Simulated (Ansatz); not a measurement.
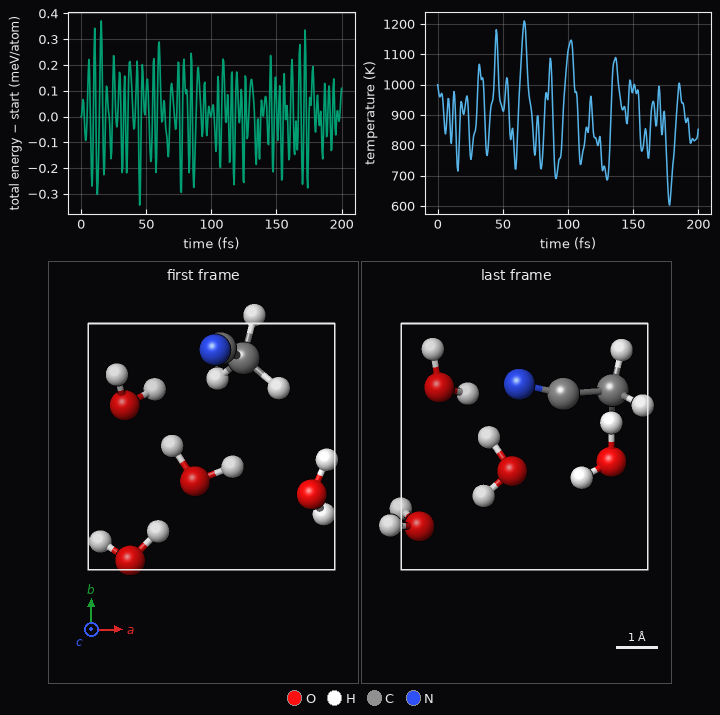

A Born-Oppenheimer molecular dynamics run of a periodic cell with 4 H2O + 1 CH3CN at 0.825 g/cm³, 200 fs long. It starts from the last geometry of an earlier run, with fresh velocities. The picture is a ball-and-stick view of the simulation cell, seen along the c axis.

All numbers below come from DFT PBE-D3(BJ), scalar-relativistic, plane waves, PAW in Ansatz. Settings: plane-wave cutoff 420 eV; k-point mesh 1 × 1 × 1; Fermi-Dirac smearing 0.05 eV; low-accuracy preset; constant energy (NVE); velocities drawn for 1000 K; time step 0.5 fs.

Q: Is this trajectory numerically sound?

A: The total energy stays between −0.34 and 0.37 meV per atom of its start. A straight-line fit has a slope that amounts to −0.015 meV per atom over 200 fs (under 0.1 % of the mean kinetic energy), and the ripple about it is 0.9 % of the kinetic energy's fluctuation. With a drift under 2 % and a ripple under 7 %, the integration is accurate. The mean temperature in the second half is 881 K (standard deviation 113 K). The potential energy in the second half lies on average 14.5 meV per atom above the first frame.

Limits of the set-up: the program's low-accuracy preset was used; the periodic images lie only 6.1 Å apart, so the values are limited by the cell's size.
